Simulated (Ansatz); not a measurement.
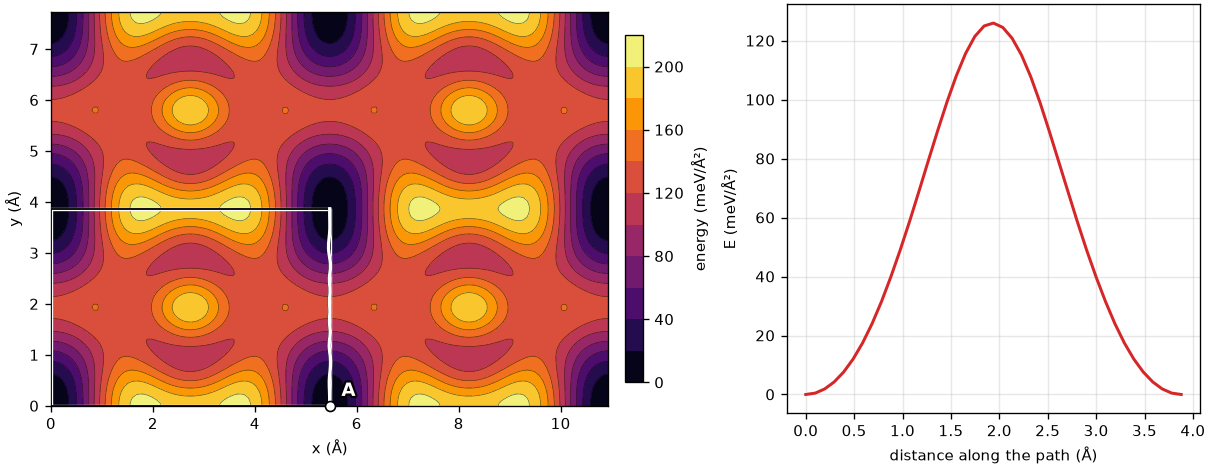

Si (Fd-3m, No. 227; 12 atoms in the cell). Gamma surface: rigid slide across a plane, one fault a cell; the plane is (0 1 1) of the conventional cell. Places are given modulo a cell vector. The map is drawn in real space over the plane of the slide. Nothing is relaxed (rigid halves, spacing across the cut fixed). The grid has 8 × 8 points; 25 points were computed and 39 follow by symmetry. Energies are in meV/Å², from the lowest grid point. The band gap closes in part of the range. Computed with DFT PBE, scalar-relativistic, plane waves, PAW (Ansatz). Settings: cutoff 420 eV, k-mesh 5×7×3 in the order of the run's cell vectors, gaussian smearing 0.05 eV, no spin polarisation.

The picture shows filled contours, a line along the lowest path, the outline of one cell of the 2 × 2 shown, the energy along the path at the right, the start A. Between grid points the surface is interpolated.

Describe the path and its barrier.

Answer. The easiest path leads from the well at (0/8, 0/8) of the cell vectors to its copy one period on. Its highest point lies about 126 meV/Å² above the bottom of the first well on the interpolated surface, at (0/8, 4/8) of the cell vectors. The start is the relaxed structure and all else is held, so a fully relaxed path at this level can only be lower.

PAW datasets: the set soft_1.
